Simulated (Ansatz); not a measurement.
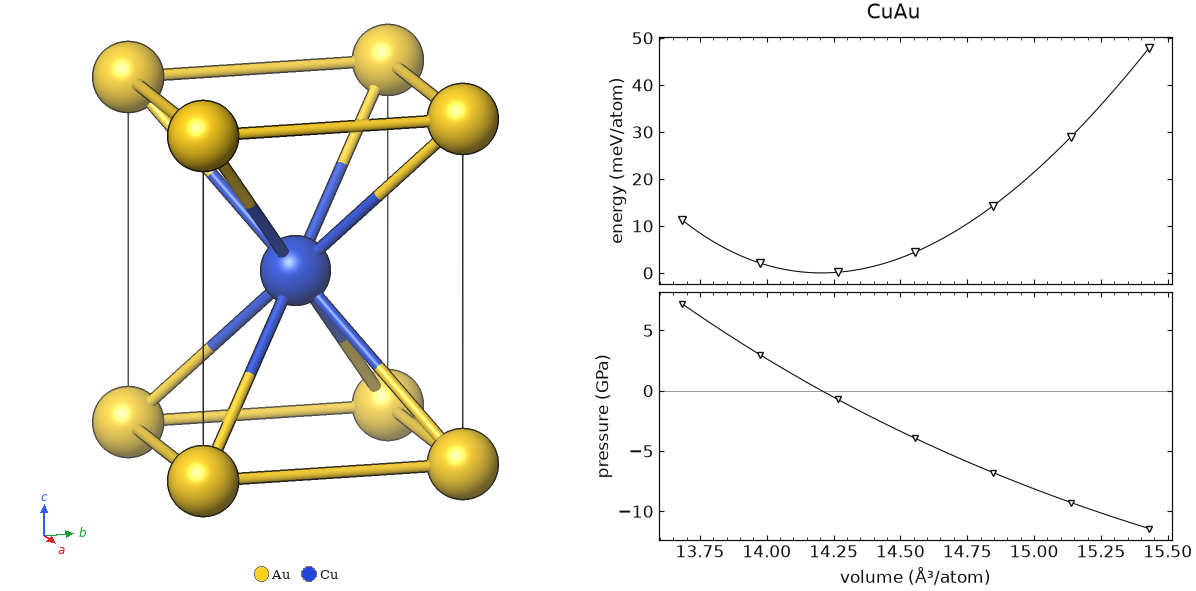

The figure shows the energy and pressure against volume for CuAu, space group P4/mmm (No. 123). The conventional cell is drawn beside the plot.

Cell as given: a = 2.811 Å, b = 2.811 Å, c = 3.685 Å, α = 90.00°, β = 90.00°, γ = 90.00°; 2 atoms.

Method: all-electron LAPW DFT, no spin polarisation; energies at scaled volumes of the given cell, shape and fractions fixed, counted from the fit's minimum, third-order Birch-Murnaghan fit (Ansatz 0.2.0). Level: PBEsol.

k mesh 9×9×7; occupations Fermi–Dirac; smearing width 0.05 eV; potentials all electron LAPW, scalar relativistic; program settings basis error eV/atom 0.001.

**How stiff is the solid, and where is its volume at rest?**

A third-order Birch–Murnaghan fit gives V0 = 14.21 Å³/atom, B0 = 174 GPa and B′ = 5.5.

**How does the pressure vary with volume?**

It falls from 7.21 GPa at volume 13.68 Å³/atom to −11.43 GPa at 15.43 Å³/atom, and changes sign near 14.21 Å³/atom.

Keep in mind: spin-orbit coupling left out, heavy elements; shape and atomic fractions are frozen while scaling, which makes layered, chain and framework solids too stiff.
